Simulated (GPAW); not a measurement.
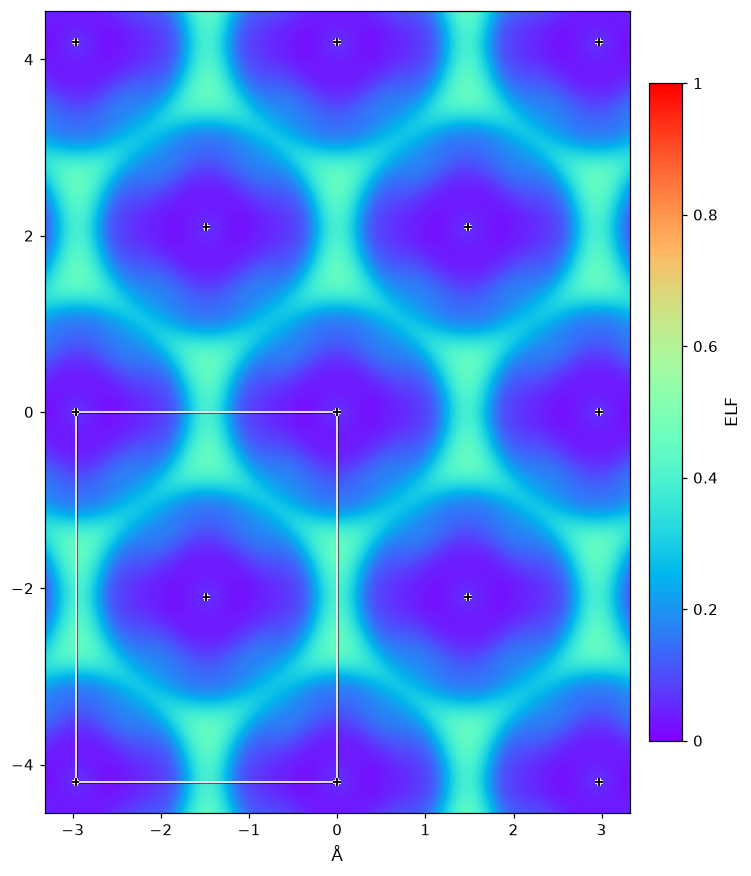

The electron localisation function on a plane through atoms (crosses mark nuclei in the plane).

Level of theory: Kohn-Sham DFT of a periodic cell, PBE, GPAW PAW data sets (gpaw-data 1.2.1) in GPAW.

Candidates:
A. CoO, a = 4.26 Å, b = 4.26 Å, c = 4.26 Å, α = 90.00°, β = 90.00°, γ = 90.00°. Space group Fm-3m; spin-polarised.
B. Cr, a = 2.97 Å, b = 2.97 Å, c = 2.97 Å, α = 90.00°, β = 90.00°, γ = 90.00°. Space group Im-3m; a structure from a database of computed crystals, not necessarily the ambient phase; computed pressure about −26 GPa in this cell; spin-polarised.
C. Mo, a = 3.17 Å, b = 3.17 Å, c = 3.17 Å, α = 90.00°, β = 90.00°, γ = 90.00°. Space group Im-3m; a structure from a database of computed crystals, not necessarily the ambient phase; computed pressure about −2 GPa in this cell.

Which system is this?

Candidate B: Cr on the (011̄) plane of the conventional cell, which holds Cr. Cr–Cr (2.57 Å): the ELF is about 0.30 at the midpoint (no shared electron pair shows on this line).
